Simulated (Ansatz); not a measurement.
## Electronic structure of PtS2 (slab) in real space

The calculation's input:

```
crystal:
  lattice:
    - [3.5415278079, 0.0, 0.0]
    - [-1.7707639039, 3.0670530498, 0.0]
    - [0.0, 0.0, 22.4670615492]
  atoms:
    - { symbol: S, position: [0.6666666667, 0.3333333333, 0.2002932155] }
    - { symbol: Pt, position: [0.0, 0.0, 0.2555637004] }
    - { symbol: S, position: [0.3333333333, 0.6666666667, 0.3108341854] }
    - { symbol: S, position: [0.5555555556, 0.4444444444, 0.4648374133] }
    - { symbol: Pt, position: [1.2222222222, 0.7777777778, 0.5201078982] }
    - { symbol: S, position: [0.8888888889, 0.1111111111, 0.5753783832] }
basis:
  ecutwfc: 420
kpoints:
  mp_grid: { grid: [9, 9, 1] }
hamiltonian:
  xc: pbe
  pseudopotentials: { kind: paw, azcp: { folder: soft_1 } }
  dispersion: d3bj
scf:
  occupations: { method: gaussian, width: 0.05 }
output:
  forces: true
  eigenvalues: true
  write_density: true
  write_potential: true
  elf: true
  volumetric_format: npy
efield:
  axis: 3
  dipole_correction: true
  ramp_width: 0.04
```

Command:

```sh
ansatz run input.yaml --threads 1 --pin off --max-ram 3072MiB --backend cpu --events-out ev --progress --plain --runs-dir out
```

A point of a scan over the structure, not its minimum; PAW files of the earlier set (soft_1).

These are results of DFT PBE+D3(BJ), scalar-relativistic, plane waves, PAW in Ansatz, not measurements.

The density is the valence pseudo-density of a PAW calculation; it isn't the true density close to the nuclei.

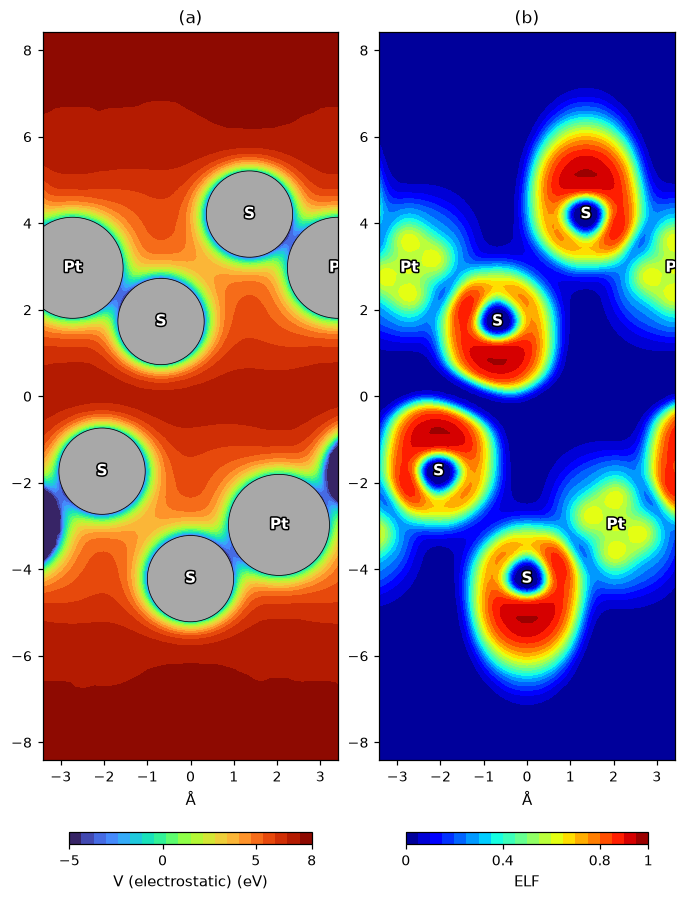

Figure 1. (a) electrostatic potential (local pseudopotential plus Hartree) felt by an electron; (b) ELF on the (110) plane of the calculation cell, a cut from vacuum to vacuum. Grey discs cover the atomic cores in the potential map.

> Read the bonding off the picture.

- The section cuts through S and Pt sites.
- Pt–S (2.39 Å): the ELF peaks at about 0.90 in the valence shell of S, 0.8 Å from its nucleus, and is about 0.45 at the midpoint.
- The features right at Pt lie inside the PAW spheres, where the map follows smoothed inner orbitals and isn't to be read closely.
- Outside the cores the potential energy rises away from the atoms and is highest in the vacuum; its zero is arbitrary.

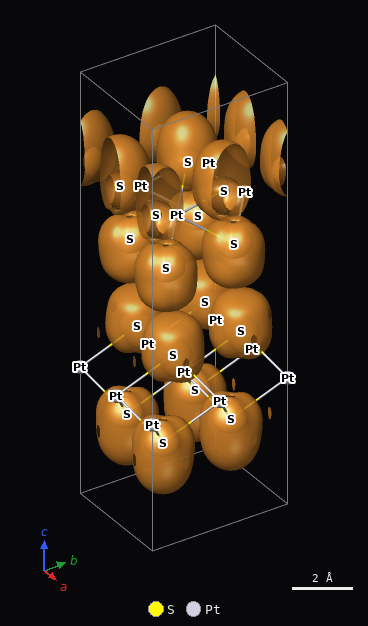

Figure 2. Isosurface of the electron localisation function at 0.7 (orange), seen slightly off an axis. Core shells and regions of very low density are left out. Sticks mark near contacts.

> What do the ELF domains correspond to?

The ELF exceeds this value in four regions wrapped around S (the valence shell of each), counted in one cell of 6 atoms. Counts are for one cell; the picture repeats the cell along the surface.

> Metal or insulator at this level of theory?

It is gapped, with a Kohn–Sham gap of 1.5 eV on the k-point mesh (the band edges may lie off the mesh, which would make the gap smaller).
